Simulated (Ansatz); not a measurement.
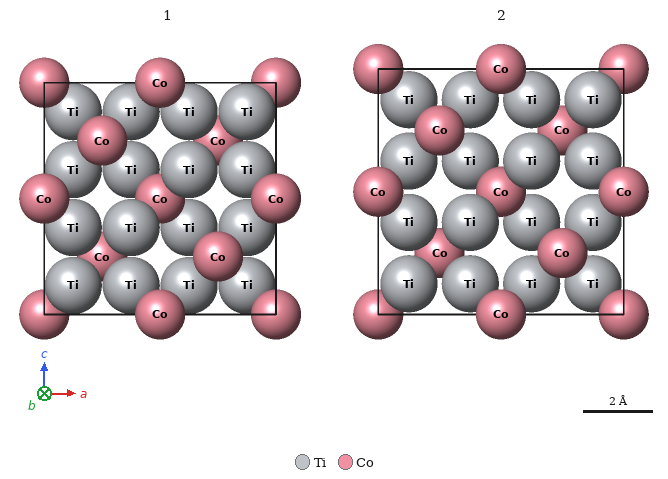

Two geometries of solid Ti2Co (set up in Fd-3m), drawn at one scale. One is the start of a relaxation, the other its converged end. The picture is a spheres-only view of the conventional cell (4 times the calculation's cell), seen along the b axis. Lengths and directions refer to the drawn axes.

Computed with Ansatz, DFT r2SCAN, scalar-relativistic, plane waves, PAW. Settings: plane-wave cutoff 500 eV; k-point mesh 6 × 6 × 6; occupations gaussian; smearing width 0.1 eV; collinear spin; cell and atoms relaxed; force threshold 0.01 eV/Å; at most 60 steps.

### Which one is relaxed?

Structure 2 is the relaxed one. Case: relaxed kmesh: [6, 6, 6] Gamma-centred. The atoms keep their places relative to the cell (all moves are under 0.005 Å). Cell: a = b = c 6.730 → 7.128 Å (+5.9 %). Volume +18.8 %. Among the contacts that change: Co–Co 2.914 → 3.086 Å, Co–Ti 2.790 → 2.955 Å, Ti–Ti 2.379 → 2.520 Å. The space group stays Fd-3m (No. 227). After 4 accepted moves (5 points after the start) the energy has fallen by 0.968 eV per cell of the calculation. All forces vanish by symmetry, so only the cell relaxes. The pressure goes from 24.61 to 0.04 GPa. At 1 point the geometry stayed and the basis and grid were re-selected for the new cell (energy shift of 14.0 meV per cell of the calculation at most each time).
